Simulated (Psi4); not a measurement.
**CHF3 (trifluoromethane) at r2SCAN/6-311+G(d,p) (ints tolerance 1e-12, sweep point 6)**

Aim: the vertical ionisation energy of CHF3 (trifluoromethane) at r2SCAN/6-311+G** (ints tolerance 1e-12, sweep point 6), from 2 runs. 

The results are computed with Psi4 1.11.

4 further runs of the same task are left out: 4 set aside as unsound or not needed.

## Step 1: The structure to begin with

The species is CHF3 (5 atoms), meant as a singlet with charge 0. As SMILES, `FC(F)F`. The coordinates come from a GFN2-xTB relaxation.

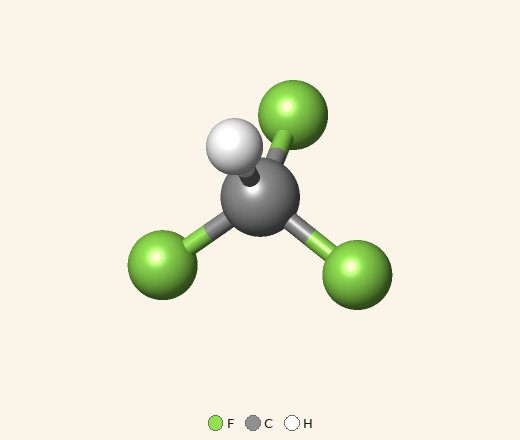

Viewed from a chosen angle; fluorine green, carbon grey, hydrogen white.

## Step 2: The energy at r2SCAN/6-311+G(d,p) (ints tolerance 1e-12, sweep point 6)

job.inp

```
memory 1600 mb

molecule {
  0 1
  F     -1.26171344    -0.62812607     2.03156897
  C      0.03581031     0.10319794     0.01285014
  F      1.96988831    -1.46440547    -0.29748069
  F     -1.45748907    -0.07326468    -1.99628778
  H      0.71350389     2.06261717     0.24934936
  units bohr
  symmetry c1
}

set {
  basis 6-311+G**
  puream true
  scf_type direct
  dft_radial_points 99
  dft_spherical_points 590
  ints_tolerance 1e-12
  maxiter 60
}

e, wfn = energy('r2scan', return_wfn=True)
print_variables()
```

Run with:

```sh
$ psi4 -n 1 job.inp job.out
```

job.out:

```text
[...]
  Running in c1 symmetry.
[...]
  Nuclear repulsion =  134.276545968703232
[...]
  Multiplicity = 1
[...]
  Nalpha       = 17
  Nbeta        = 17
[...]
    Number of basis functions: 94
[...]
   @DF-RKS iter   1:  -338.14112600424733   -1.58586e-01   5.07329e-03 ADIIS/DIIS
[...]
   @RKS iter  10:  -338.20512417585962   -3.15947e-09   1.23802e-07 DIIS
[...]
    Orbital Energies [Eh]
    ---------------------
    Doubly Occupied:
       1A    -24.532091     2A    -24.532047     3A    -24.531920
       4A    -10.292485     5A     -1.298241     6A     -1.207531
       7A     -1.207357     8A     -0.693680     9A     -0.580937
      10A     -0.570659    11A     -0.570597    12A     -0.442574
      13A     -0.442561    14A     -0.405772    15A     -0.405695
      16A     -0.382513    17A     -0.368328
[...]
  @RKS Final Energy:  -338.20512417585962
   => Energetics <=
    Nuclear Repulsion Energy =            134.2765459687032319
    One-Electron Energy =                -736.0745938688139631
    Two-Electron Energy =                 300.6809058913249260
    DFT Exchange-Correlation Energy =     -37.0879821670737755
    Empirical Dispersion Energy =           0.0000000000000000
    VV10 Nonlocal Energy =                  0.0000000000000000
    Total Energy =                       -338.2051241758596234
[...]
 Multipole Moments:
 ------------------------------------------------------------------------------------
     Multipole            Electronic (a.u.)      Nuclear  (a.u.)        Total (a.u.)
 ------------------------------------------------------------------------------------
 L = 1.  Multiply by 2.5417464519 to convert [e a0] to [Debye]
 Dipole X            :         -0.3305548            0.5407870            0.2102322
 Dipole Y            :         -0.9565803            1.5631890            0.6066087
 Dipole Z            :         -0.1148111            0.1891236            0.0743125
 Magnitude           :                                                    0.6462926
[...]
```

Run time: 14 s. Hardware: 1 thread of AMD EPYC 9R45 (Zen 5), shared host; peak memory 1.1 GiB.

## Step 3: The doublet cation

job.inp

```
memory 1600 MB

molecule {
  1 2
  F     -1.26171344    -0.62812607     2.03156897
  C      0.03581031     0.10319794     0.01285014
  F      1.96988831    -1.46440547    -0.29748069
  F     -1.45748907    -0.07326468    -1.99628778
  H      0.71350389     2.06261717     0.24934936
  units au
  symmetry c1
}

set {
  basis 6-311+G**
  reference uks
  puream true
  scf_type direct
  dft_radial_points 99
  dft_spherical_points 590
  ints_tolerance 1e-12
  maxiter 150
}

e_tot = energy('r2scan')
```

Run with:

```sh
$ psi4 job.inp job.out -n 1
```

job.out:

```text
[...]
  Running in c1 symmetry.
[...]
  Nuclear repulsion =  134.276545968703232
[...]
  Multiplicity = 2
[...]
  Nalpha       = 17
  Nbeta        = 16
[...]
    Number of basis functions: 94
[...]
   @DF-UKS iter   1:  -337.67191504298955    3.10625e-01   2.66627e-03 ADIIS/DIIS
[...]
   @UKS iter  12:  -337.68783062378384   -2.64856e-09   1.28254e-07 DIIS
[...]
   @S^2 Observed:                7.545679260E-01
[...]
    Orbital Energies [Eh]
    ---------------------
    Alpha Occupied:
       1A    -24.882811     2A    -24.882799     3A    -24.882792
       4A    -10.636183     5A     -1.633163     6A     -1.543176
       7A     -1.543091     8A     -1.034998     9A     -0.920486
      10A     -0.895017    11A     -0.895004    12A     -0.771213
      13A     -0.771201    14A     -0.732341    15A     -0.732327
      16A     -0.726429    17A     -0.702977
    Alpha Virtual:
      18A     -0.217582    19A     -0.217403    20A     -0.206564
      21A     -0.166132    22A     -0.097983    23A     -0.082227
      24A     -0.082175    25A     -0.062722    26A      0.047695
[...]
  @UKS Final Energy:  -337.68783062378384
   => Energetics <=
    Nuclear Repulsion Energy =            134.2765459687032319
    One-Electron Energy =                -724.8664705574449272
    Two-Electron Energy =                 289.5334122095376870
    DFT Exchange-Correlation Energy =     -36.6313182445797736
    Empirical Dispersion Energy =           0.0000000000000000
    VV10 Nonlocal Energy =                  0.0000000000000000
    Total Energy =                       -337.6878306237838387
[...]
 Multipole Moments:
 ------------------------------------------------------------------------------------
     Multipole            Electronic (a.u.)      Nuclear  (a.u.)        Total (a.u.)
 ------------------------------------------------------------------------------------
 L = 1.  Multiply by 2.5417464519 to convert [e a0] to [Debye]
 Dipole X            :         -0.1735768            0.5407870            0.3672102
 Dipole Y            :         -0.5020372            1.5631890            1.0611518
 Dipole Z            :         -0.0604755            0.1891236            0.1286480
 Magnitude           :                                                    1.1302375
[...]
```

Run time: 26 s. Hardware: 1 thread of AMD EPYC 9R45 (Zen 5), shared host; peak memory 1.1 GiB.

## Step 4: What came out

At r2SCAN/6-311+G** (ints tolerance 1e-12, sweep point 6):

```
                                          quantity          value
                        singlet CHF3: total energy  -338.20512 Eh
                       singlet CHF3: dipole moment         1.64 D
                         singlet CHF3: HOMO energy      -10.02 eV
                         singlet CHF3: LUMO energy        0.76 eV
                       singlet CHF3: HOMO–LUMO gap       10.78 eV
                      doublet cation: total energy  -337.68783 Eh
doublet cation: HOMO energy (highest over α and β)      -18.88 eV
 doublet cation: LUMO energy (lowest over α and β)      -18.12 eV
                              doublet cation: ⟨S²⟩          0.755
vertical ionisation energy (to the doublet cation)      14.076 eV
```

The vertical ionisation energy comes to 14.08 eV (1358 kJ/mol). −ε(HOMO) before ionisation, 10.02 eV, is 4.05 eV below this ionisation energy.
